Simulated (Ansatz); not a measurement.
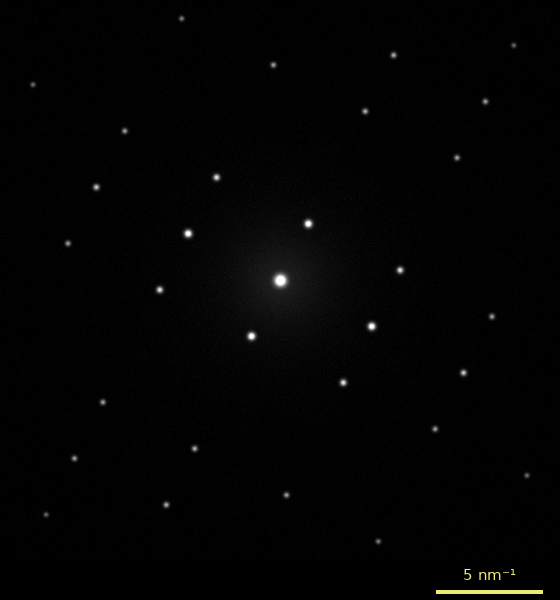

The pattern is a kinematic simulation for 300 kV electrons (no multiple scattering; isotropic B = 0.3 Å²).

It belongs to W, space group Fd-3m (No. 227), a = 5.79 Å. Structure: the end point of a relaxation with Ansatz 0.2.0, DFT, r2SCAN, plane waves (500 eV) with PAW, scalar-relativistic; the starting structure was generated, so it need not be a known form of this composition.

**Measure the pattern against the scale bar and name the zone.**

The spots form a rectangular net whose two shortest vectors correspond to d = 3.34 Å and 2.05 Å, 90.0° apart. They index as -1 1 1 and 0 -2 2, so the zone axis is [211] (or an equivalent direction of <211>).

**Which reflections of this zone are missing, and why?**

The lattice centring (F) removes all reflections that break h + k = 2n, h + l = 2n; a glide plane extinguishes reflections such as 2 -4 0, 2 0 -4; reflections such as 2 -2 -2, 2 -6 2, 2 2 -6 are allowed by the space group but vanish because the atoms sit on special positions. In a thicker crystal double diffraction can put intensity into those places emptied by glide planes or screw axes that lie on the net of the visible spots, but never into those emptied by centring.

**List the strongest reflections.**

Strongest reflections with d > 0.81 Å, one of each family (|F|² from tabulated Gaussian fits of the electron scattering factors, times a small damping for the curvature of the Ewald sphere):

```
    hkl  d (Å)  I (strongest = 100)
1 -1 -1  3.344                  100
 0 2 -2  2.048                   97
 1 1 -3  1.746                   36
 0 4 -4  1.024                   22
3 -3 -3  1.115                   14
4 -4 -4  0.836                   13
```
